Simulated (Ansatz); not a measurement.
A periodic structure is given below.

```cif
data_structure
_symmetry_space_group_name_H-M 'P 1'
_symmetry_Int_Tables_number 1
_cell_length_a 3.2792
_cell_length_b 3.2792
_cell_length_c 12.7884
_cell_angle_alpha 90.000
_cell_angle_beta 90.000
_cell_angle_gamma 120.000
_cell_volume 119.09
loop_
_atom_site_label
_atom_site_type_symbol
_atom_site_fract_x
_atom_site_fract_y
_atom_site_fract_z
_atom_site_occupancy
W1 W 0.66667 0.33333 0.25000 1
W2 W 0.33333 0.66667 0.75000 1
Se1 Se 0.33333 0.66667 0.38166 1
Se2 Se 0.66667 0.33333 0.88166 1
Se3 Se 0.33333 0.66667 0.11834 1
Se4 Se 0.66667 0.33333 0.61834 1
```

### What would you see if this were drawn?

It has the composition WSe2. It belongs to space group P6_3/mmc (No. 194) and has a primitive hexagonal lattice. In terms of structure types, this is 2H molybdenite (MoS₂) type. With Z = 2, the cell contains 2 W, 4 Se. The neighbours of W are six Se in a trigonal prismatic arrangement at 2.53 Å. Se sits among three W in a trigonal pyramidal arrangement at 2.53 Å. Not all metal-metal contacts are counted. The bonds build WSe2 layers parallel to (001).

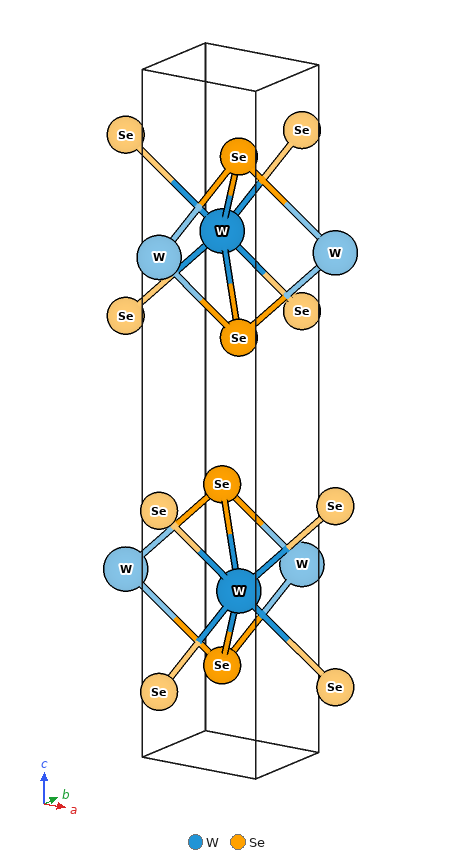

Ball-and-stick representation of a periodic structure, projected slightly off an axis. Atoms at the boundary of the conventional unit cell (the box) are drawn once for each face, edge or corner they touch. Bonds that leave the box are completed with the atoms at their other ends, in fainter colours.

The model was built from a structure listed in the Materials Project. Earlier steps of the study may have refined or changed the cell and positions. A calculation with Ansatz used it as input.
